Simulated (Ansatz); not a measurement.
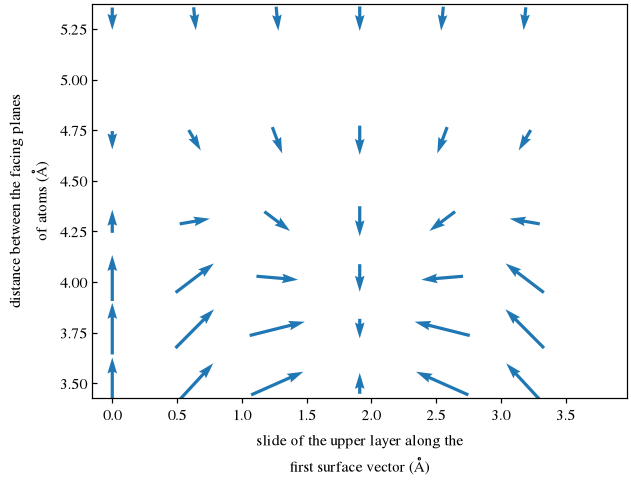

A bilayer of two SnO sheets, the upper one turned by 180 degrees about the normal (8 atoms in the cell). 
- The upper layer of a bilayer is slid along a line and lifted, both layers rigid.
- The first coordinate is: slide of the upper layer along the first surface vector, from Sn5 above Sn4; the second: distance between the facing planes of atoms.
- The scan uses a 6 × 6 grid; 24 points were computed and 12 follow by symmetry.
- Points are written as (first, second).
- All numbers below come from DFT PBE+D3(BJ), scalar-relativistic, plane waves, PAW in Ansatz 0.2.0. Settings: cutoff 420 eV, k-mesh 7×7×1, gaussian smearing 0.05 eV, no spin polarisation.

The picture shows arrows along the force (downhill), their lengths compressed.

Question: The arrows alone are given. Where is the energy lowest?

Answer: The arrows converge at about (1.91 Å, 3.62 Å) (read from the interpolated surface).

The energy map of the same scan:

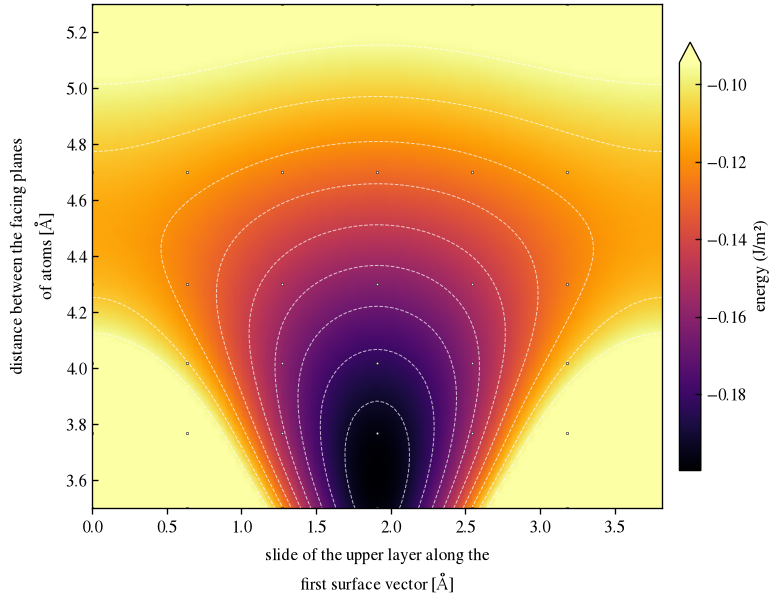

Energies are in J/m², from the two layers apart; between grid points the surface is interpolated.

PAW datasets: the set soft_1.
